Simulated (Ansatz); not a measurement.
## Zn$_{32}$Se$_{32}$: geometry relaxation (part 2 of 2)

The same run, continued: Zn$_{32}$Se$_{32}$ (F-43m, 64 atoms in the cell); DFT, PBEsol, PAW, plane waves (Ansatz 0.2.0); cutoff 420 eV, 1×1×1 k-mesh, Fermi–Dirac smearing of 0.01 eV. The structure was built on a prototype by a generator.

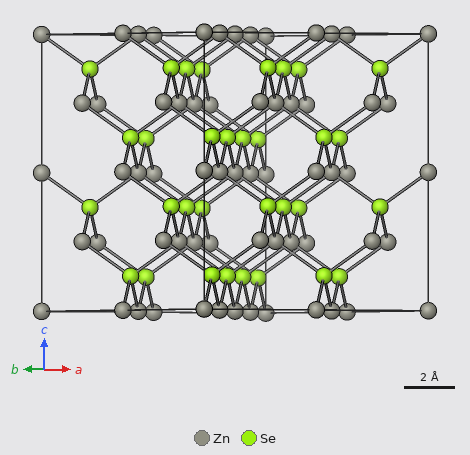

The structure as given in the input (ball-and-stick view of the cell of the calculation, seen at an oblique angle).

Output, continued
```
--- Forces (eV/Å), atoms counted from 1 ---
  atom   1  Zn     0.00000000     0.00000000    -0.00000000
  atom   2  Zn     0.00000000     0.00000000    -0.00000000
  atom   3  Zn     0.00000000     0.00000000     0.00000000
  atom   4  Zn     0.00000000     0.00000000    -0.00000000
  atom   5  Zn    -0.00000000     0.00000000     0.00000000
  atom   6  Zn    -0.00000000     0.00000000     0.00000000
  atom   7  Zn    -0.00000000     0.00000000    -0.00000000
  atom   8  Zn    -0.00000000    -0.00000000    -0.00000000
  atom   9  Zn     0.00000000     0.00000000     0.00000000
  atom  10  Zn     0.00000000     0.00000000     0.00000000
  atom  11  Zn     0.00000000     0.00000000     0.00000000
  atom  12  Zn     0.00000000     0.00000000     0.00000000
  atom  13  Zn    -0.00000000    -0.00000000    -0.00000000
  atom  14  Zn    -0.00000000    -0.00000000    -0.00000000
  atom  15  Zn    -0.00000000     0.00000000    -0.00000000
  atom  16  Zn    -0.00000000     0.00000000    -0.00000000
  atom  17  Zn     0.00000000     0.00000000     0.00000000
  atom  18  Zn     0.00000000     0.00000000     0.00000000
  atom  19  Zn    -0.00000000     0.00000000     0.00000000
  atom  20  Zn     0.00000000     0.00000000     0.00000000
  atom  21  Zn    -0.00000000    -0.00000000    -0.00000000
  atom  22  Zn    -0.00000000    -0.00000000    -0.00000000
  atom  23  Zn    -0.00000000    -0.00000000    -0.00000000
  atom  24  Zn    -0.00000000    -0.00000000    -0.00000000
  atom  25  Zn     0.00000000     0.00000000     0.00000000
  atom  26  Zn     0.00000000     0.00000000     0.00000000
  atom  27  Zn     0.00000000     0.00000000    -0.00000000
  atom  28  Zn     0.00000000     0.00000000     0.00000000
  atom  29  Zn    -0.00000000     0.00000000     0.00000000
  atom  30  Zn    -0.00000000     0.00000000     0.00000000
  atom  31  Zn    -0.00000000     0.00000000     0.00000000
  atom  32  Zn    -0.00000000     0.00000000     0.00000000
  atom  33  Se     0.00000000     0.00000000     0.00000000
  atom  34  Se     0.00000000     0.00000000     0.00000000
  atom  35  Se    -0.00000000    -0.00000000     0.00000000
  atom  36  Se     0.00000000     0.00000000     0.00000000
  atom  37  Se     0.00000000     0.00000000     0.00000000
  atom  38  Se    -0.00000000     0.00000000     0.00000000
  atom  39  Se    -0.00000000    -0.00000000     0.00000000
  atom  40  Se    -0.00000000    -0.00000000     0.00000000
  atom  41  Se    -0.00000000     0.00000000     0.00000000
  atom  42  Se     0.00000000     0.00000000     0.00000000
  atom  43  Se    -0.00000000     0.00000000     0.00000000
  atom  44  Se    -0.00000000     0.00000000     0.00000000
  atom  45  Se    -0.00000000     0.00000000     0.00000000
  atom  46  Se     0.00000000     0.00000000     0.00000000
  atom  47  Se    -0.00000000     0.00000000     0.00000000
  atom  48  Se     0.00000000     0.00000000     0.00000000
  atom  49  Se     0.00000000     0.00000000     0.00000000
  atom  50  Se    -0.00000000     0.00000000     0.00000000
  atom  51  Se     0.00000000     0.00000000     0.00000000
  atom  52  Se    -0.00000000    -0.00000000     0.00000000
  atom  53  Se     0.00000000     0.00000000     0.00000000
  atom  54  Se     0.00000000     0.00000000     0.00000000
  atom  55  Se     0.00000000     0.00000000     0.00000000
  atom  56  Se    -0.00000000     0.00000000     0.00000000
  atom  57  Se    -0.00000000     0.00000000     0.00000000
  atom  58  Se     0.00000000     0.00000000     0.00000000
  atom  59  Se     0.00000000     0.00000000     0.00000000
  atom  60  Se     0.00000000     0.00000000     0.00000000
  atom  61  Se     0.00000000    -0.00000000     0.00000000
  atom  62  Se    -0.00000000     0.00000000     0.00000000
  atom  63  Se     0.00000000     0.00000000     0.00000000
  atom  64  Se     0.00000000     0.00000000     0.00000000
  max |Σ_I F_I| component: 1.06e-24 eV/Å
--- Stress (GPa, compression-positive) ---
       -0.000090       0.000000       0.000000
        0.000000      -0.000090      -0.000000
        0.000000      -0.000000      -0.000090
  P = ⅓ Tr σ = -0.0001 GPa (-0.001 kbar)
--- Band table (eV) ---
  k-point 0: bands = ["-40.0582", "-40.0582", "-40.0582", "-40.0582", "-40.0582", "-40.0582", "-40.0582", "-40.0582", "-40.0582", "-40.0582", ... 328 levels left out ..., "0.7379", "0.7379", "0.7379", "0.7379", "0.7379", "0.7379", "0.7379", "0.7379", "0.7379", "0.7379", "0.7379", "0.7379", "0.7379", "0.7379", "2.1393", "2.1393", "2.1393", "2.1393", "2.1393", "2.1393", "2.1393", "2.1393", "2.1393", "2.1393", "2.1393", "2.1393", "2.1393", "2.1393", "2.1393",
      "2.1393", "2.1393", "2.1393", "2.1393", "2.1393", "2.1393", "2.1393", "2.1393", "2.1393", "3.7184", "3.7184", "3.7184", "3.7184", "3.7184", "3.7184", "3.7184", "3.7184", "4.3147", "4.3147", "4.3147", "4.3147", "4.3147", "4.3147", "4.3147", "4.3147", "4.3147", "4.3147", "4.3147", "4.3147", "4.3147", "4.3147", "4.3147", "4.3147", "4.3147", "4.3147", "4.3147", "4.3147", "4.3147", "4.3147", "4.3147",
      "4.3147", "5.1994", "5.1994", "5.1994", "5.1994", "5.1994", "5.1994", "5.1994", "5.1994", "5.1994", "5.1994", "5.1994", "5.1994", "5.1994", "5.1994", "5.1994", "5.1994", "5.1994", "5.1994", "5.1994", "5.1994", "5.1994", "5.1994", "5.1994", "5.1994", "6.3484", "6.3484", "6.3484", "6.3484", "6.3484", "6.3484", "6.3484", "6.3484", "6.3484", "6.3484", "6.3484", "6.3484", "6.3484", "6.3484", "6.3484",
      "6.3484", "9.5118", "9.5118", "9.5118", "9.5118", "9.5118", "9.5118", "9.5118", "9.5118", "10.4789", "10.4789", "10.4789", "10.4789", "10.4789", "10.4789", "10.4789", "10.4789", "10.4789", "10.4789", "10.4789", "10.4789", "10.4789", "10.4789", "10.4789", "10.4789", "10.4789", "10.4789", "10.4789", "10.4789", "10.4789", "10.4789", "10.4789", "10.4789", "12.3752", "12.3752", "12.3752", "12.3752", "12.3752", "12.3752", "12.3752",
      "12.3752", "12.3752", "12.3752", "12.3752", "12.3752", "12.3752", "12.3752", "12.3752", "12.3752", "12.3752", "12.3752", "12.3752", "12.3752", "12.3752", "12.3752", "12.3752", "12.3752", "13.2016", "13.2016", "13.2016", "13.2016", "13.2016", "13.2016", "13.2016", "13.2016", "13.2016", "13.2016", "13.2016", "13.2016", "13.2016", "13.2016", "13.2016", "13.2016", "13.3243", "13.3243", "13.3243", "13.3243", "13.3243", "13.3243", "13.3243",
      "13.3243", "14.2726", "14.2726", "14.2726", "14.2726", "14.2726", "14.2726", "14.2726", "14.2726", "14.2726", "14.2726"]
--- Relaxed structure (3 steps of the walk, 3 accepted, 1 SCFs on fresh bases) ---
  F+E_penalty+E_count = -278604.46523466 eV   max|allowed force component| = 8.014e-26 eV/Å   (the final SCF, on the basis selected at the relaxed cell)
  cell:  # Å, volume = 1439.1633 Å³
    - [11.29024472561044, 3.5967712227141834e-99, -3.605557788435378e-99]
    - [3.5967712227141834e-99, 11.29024472561044, 1.9187212813687246e-98]
    - [-3.605557788435378e-99, 1.9187212813687246e-98, 11.29024472561044]
  atoms:
    - { symbol: Zn, position: [-3.219196819399474e-36, -5.696585128333986e-37, -9.30303384036136e-37] }
    - { symbol: Zn, position: [-3.397258742543299e-36, -3.5472488682481417e-38, 0.5000000000000001] }
    - { symbol: Zn, position: [-3.664351181500013e-36, 0.5000000000000001, 6.722525491713016e-37] }
    - { symbol: Zn, position: [-9.043932742115592e-37, 0.5000000000000001, 0.5000000000000001] }
    - { symbol: Zn, position: [0.5000000000000001, -4.665080322653348e-36, -1.642550409962897e-36] }
    - { symbol: Zn, position: [0.5000000000000001, 3.169638511420958e-36, 0.5000000000000001] }
    - { symbol: Zn, position: [0.5000000000000001, 0.5000000000000001, -1.1973957566596621e-36] }
    - { symbol: Zn, position: [0.5000000000000001, 0.5000000000000001, 0.5000000000000001] }
    - { symbol: Zn, position: [0.25000000000000006, 0.25000000000000006, 8.503146991746298e-37] }
    - { symbol: Zn, position: [0.25000000000000006, 0.25000000000000006, 0.5000000000000001] }
    - { symbol: Zn, position: [0.25000000000000006, 0.7500000000000002, 3.161296209349738e-37] }
    - { symbol: Zn, position: [0.25000000000000006, 0.7500000000000002, 0.5000000000000001] }
    - { symbol: Zn, position: [0.7500000000000002, 0.25000000000000006, 6.72252984317015e-37] }
    - { symbol: Zn, position: [0.7500000000000002, 0.25000000000000006, 0.5000000000000001] }
    - { symbol: Zn, position: [0.7500000000000002, 0.7500000000000002, -2.1805587520376672e-37] }
    - { symbol: Zn, position: [0.7500000000000002, 0.7500000000000002, 0.5000000000000001] }
    - { symbol: Zn, position: [0.25000000000000006, -1.54899826228625e-36, 0.25000000000000006] }
    - { symbol: Zn, position: [0.25000000000000006, 5.355812265019845e-38, 0.7500000000000002] }
    - { symbol: Zn, position: [0.25000000000000006, 0.5000000000000001, 0.25000000000000006] }
    - { symbol: Zn, position: [0.25000000000000006, 0.5000000000000001, 0.7500000000000002] }
    - { symbol: Zn, position: [0.7500000000000002, 1.7451449331863997e-36, 0.25000000000000006] }
    - { symbol: Zn, position: [0.7500000000000002, 6.767740841886048e-37, 0.7500000000000002] }
    - { symbol: Zn, position: [0.7500000000000002, 0.5000000000000001, 0.25000000000000006] }
    - { symbol: Zn, position: [0.7500000000000002, 0.5000000000000001, 0.7500000000000002] }
    - { symbol: Zn, position: [5.4168004034892934e-36, 0.25000000000000006, 0.25000000000000006] }
    - { symbol: Zn, position: [-3.6643514309127996e-36, 0.25000000000000006, 0.7500000000000002] }
    - { symbol: Zn, position: [-6.424309262913086e-36, 0.7500000000000002, 0.25000000000000006] }
    - { symbol: Zn, position: [1.209411753578032e-35, 0.7500000000000002, 0.7500000000000002] }
    - { symbol: Zn, position: [0.5000000000000001, 0.25000000000000006, 0.25000000000000006] }
    - { symbol: Zn, position: [0.5000000000000001, 0.25000000000000006, 0.7500000000000002] }
    - { symbol: Zn, position: [0.5000000000000001, 0.7500000000000002, 0.25000000000000006] }
    - { symbol: Zn, position: [0.5000000000000001, 0.7500000000000002, 0.7500000000000002] }
    - { symbol: Se, position: [0.12500000000000003, 0.12500000000000003, 0.12500000000000003] }
    - { symbol: Se, position: [0.12500000000000003, 0.12500000000000003, 0.6250000000000001] }
    - { symbol: Se, position: [0.12500000000000003, 0.6250000000000001, 0.12500000000000003] }
    - { symbol: Se, position: [0.12500000000000003, 0.6250000000000001, 0.6250000000000001] }
    - { symbol: Se, position: [0.6250000000000001, 0.12500000000000003, 0.12500000000000003] }
    - { symbol: Se, position: [0.6250000000000001, 0.12500000000000003, 0.6250000000000001] }
    - { symbol: Se, position: [0.6250000000000001, 0.6250000000000001, 0.12500000000000003] }
    - { symbol: Se, position: [0.6250000000000001, 0.6250000000000001, 0.6250000000000001] }
    - { symbol: Se, position: [0.3750000000000001, 0.3750000000000001, 0.12500000000000003] }
    - { symbol: Se, position: [0.3750000000000001, 0.3750000000000001, 0.6250000000000001] }
    - { symbol: Se, position: [0.3750000000000001, 0.8750000000000002, 0.12500000000000003] }
    - { symbol: Se, position: [0.3750000000000001, 0.8750000000000002, 0.6250000000000001] }
    - { symbol: Se, position: [0.8750000000000002, 0.3750000000000001, 0.12500000000000003] }
    - { symbol: Se, position: [0.8750000000000002, 0.3750000000000001, 0.6250000000000001] }
    - { symbol: Se, position: [0.8750000000000002, 0.8750000000000002, 0.12500000000000003] }
    - { symbol: Se, position: [0.8750000000000002, 0.8750000000000002, 0.6250000000000001] }
    - { symbol: Se, position: [0.3750000000000001, 0.12500000000000003, 0.3750000000000001] }
    - { symbol: Se, position: [0.3750000000000001, 0.12500000000000003, 0.8750000000000002] }
    - { symbol: Se, position: [0.3750000000000001, 0.6250000000000001, 0.3750000000000001] }
    - { symbol: Se, position: [0.3750000000000001, 0.6250000000000001, 0.8750000000000002] }
    - { symbol: Se, position: [0.8750000000000002, 0.12500000000000003, 0.3750000000000001] }
    - { symbol: Se, position: [0.8750000000000002, 0.12500000000000003, 0.8750000000000002] }
    - { symbol: Se, position: [0.8750000000000002, 0.6250000000000001, 0.3750000000000001] }
    - { symbol: Se, position: [0.8750000000000002, 0.6250000000000001, 0.8750000000000002] }
    - { symbol: Se, position: [0.12500000000000003, 0.3750000000000001, 0.3750000000000001] }
    - { symbol: Se, position: [0.12500000000000003, 0.3750000000000001, 0.8750000000000002] }
    - { symbol: Se, position: [0.12500000000000003, 0.8750000000000002, 0.3750000000000001] }
    - { symbol: Se, position: [0.12500000000000003, 0.8750000000000002, 0.8750000000000002] }
    - { symbol: Se, position: [0.6250000000000001, 0.3750000000000001, 0.3750000000000001] }
    - { symbol: Se, position: [0.6250000000000001, 0.3750000000000001, 0.8750000000000002] }
    - { symbol: Se, position: [0.6250000000000001, 0.8750000000000002, 0.3750000000000001] }
    - { symbol: Se, position: [0.6250000000000001, 0.8750000000000002, 0.8750000000000002] }
--- Löwdin populations: 64 sites ---
  site symbol       q [e]
     0     Zn     10.7598
     1     Zn     10.7598
     2     Zn     10.7598
     3     Zn     10.7598
     4     Zn     10.7598
     5     Zn     10.7598
     6     Zn     10.7598
     7     Zn     10.7598
     8     Zn     10.7598
     9     Zn     10.7598
    10     Zn     10.7598
    11     Zn     10.7598
    12     Zn     10.7598
    13     Zn     10.7598
    14     Zn     10.7598
    15     Zn     10.7598
    16     Zn     10.7598
    17     Zn     10.7598
    18     Zn     10.7598
    19     Zn     10.7598
    20     Zn     10.7598
    21     Zn     10.7598
    22     Zn     10.7598
    23     Zn     10.7598
    24     Zn     10.7598
    25     Zn     10.7598
    26     Zn     10.7598
    27     Zn     10.7598
    28     Zn     10.7598
    29     Zn     10.7598
    30     Zn     10.7598
    31     Zn     10.7598
    32     Se     17.0425
    33     Se     17.0425
    34     Se     17.0425
    35     Se     17.0425
    36     Se     17.0425
    37     Se     17.0425
    38     Se     17.0425
    39     Se     17.0425
    40     Se     17.0425
    41     Se     17.0425
    42     Se     17.0425
    43     Se     17.0425
    44     Se     17.0425
    45     Se     17.0425
    46     Se     17.0425
    47     Se     17.0425
    48     Se     17.0425
    49     Se     17.0425
    50     Se     17.0425
    51     Se     17.0425
    52     Se     17.0425
    53     Se     17.0425
    54     Se     17.0425
    55     Se     17.0425
    56     Se     17.0425
    57     Se     17.0425
    58     Se     17.0425
    59     Se     17.0425
    60     Se     17.0425
    61     Se     17.0425
    62     Se     17.0425
    63     Se     17.0425
  spilling = 0.007061 (of n_electrons = 896.000000)
```

Results in brief

| quantity | value |
| --- | --- |
| outcome | converged |
| space group (tolerance 0.01 Å) | F-43m (216) |
| electrons treated | 896 |
| free energy | −278604.4652 eV |
| Fermi energy | 7.934 eV |
| pressure | 0.00 GPa |
| largest force (length of the vector) at the end | under 0.001 eV/Å |
| final cell | a = 11.290 Å, b = 11.290 Å, c = 11.290 Å, α = 90.00°, β = 90.00°, γ = 90.00° |
| wall time | 9.5 s (CPU time 10 s) |
| peak memory | 2.2 GiB |

Remarks

The k-point mesh is coarse for a cell of this size, so the results may not be converged.
